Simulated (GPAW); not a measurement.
# ZnS (P6_3mc): refractive index against wavelength

The refractive index of ZnS (P6_3mc) along x below the direct gap (2.24 eV on the mesh) is read from one computed spectrum, n = √(Re ε). x, y and z are the Cartesian axes of the input cell.

Cell: a, b, c = 3.811, 3.811, 6.234 Å (primitive vectors), 4 atoms.

Method: GPAW 26.7.0, PBE, RPA, k-mesh 9×9×5, local fields up to 50 eV, Lorentzian half width 0.15 eV.

Launch of the response step: `OMP_NUM_THREADS=1 python df.py`. The run took 2.9 min, its band step included, on 1 thread of Arm Neoverse V1 (shared host).

```tsv
wavelength (nm)	photon energy E (eV)	n
3000	0.413	2.3613
2000	0.620	2.3684
1550	0.800	2.3772
1310	0.946	2.3863
1064	1.165	?
850	1.459	2.4351
```

In the single-oscillator model n² − 1 = E₀E_d/(E₀² − E²), so 1/(n² − 1) = E₀/E_d − E²/(E₀E_d) is linear in E².

Working, on the rows shown:

| x = E² (eV²) | y = 1/(n² − 1) |
| --- | --- |
| 0.170801 | 0.218544 |
| 0.384302 | 0.216952 |
| 0.639837 | 0.215004 |
| 0.895757 | 0.213019 |
| 2.12762 | 0.202852 |

Means: x̄ = 0.84366, ȳ = 0.21327. Σ(x − x̄)(y − ȳ) = -0.01898, Σ(x − x̄)² = 2.357. Slope = -0.01898 / 2.357 = -0.008055; intercept = ȳ − slope · x̄ = 0.22007. Turned back into n, the line misses the rows shown by at most 0.00076.

Problem. What does the fit predict for the withheld row, and how well does it do?

Solution. At x = 1.3578 the line gives y = 0.20913, that is 2.4045. The run gave 2.4035, so the interpolation is off by 0.001, 1.4 % of the range in the table.

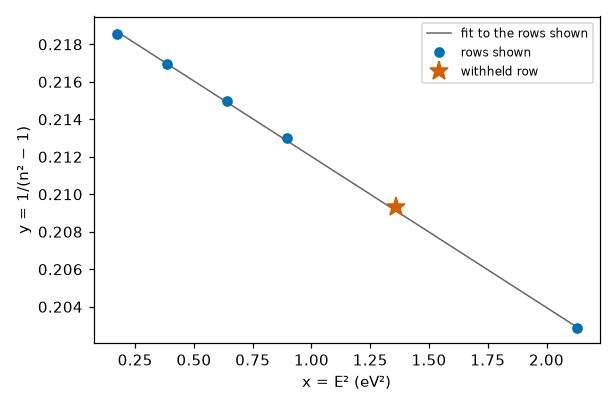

Refitted with all rows, the slope is -0.00802 and the intercept 0.22007. These give E₀ = √(intercept/−slope) = 5.24 eV and E_d = E₀/intercept = 23.8 eV; E₀ is 2.3 times the direct gap. The electronic limit at long wavelengths, without lattice vibrations, is n = √(1 + 1/intercept) = 2.355. The cell comes from an older database entry, whose edges can be off by a per cent or so. Excitons are left out; PBE gaps are as a rule too small. The values come from a sum over the points of one k-mesh and carry its error, which grows as the direct gap shrinks.

[Logs are printed without paths, hosts, clocks, repeated set-up lines and the standing remarks that a program may print on its own settings, such as how far it seeks lower states.]
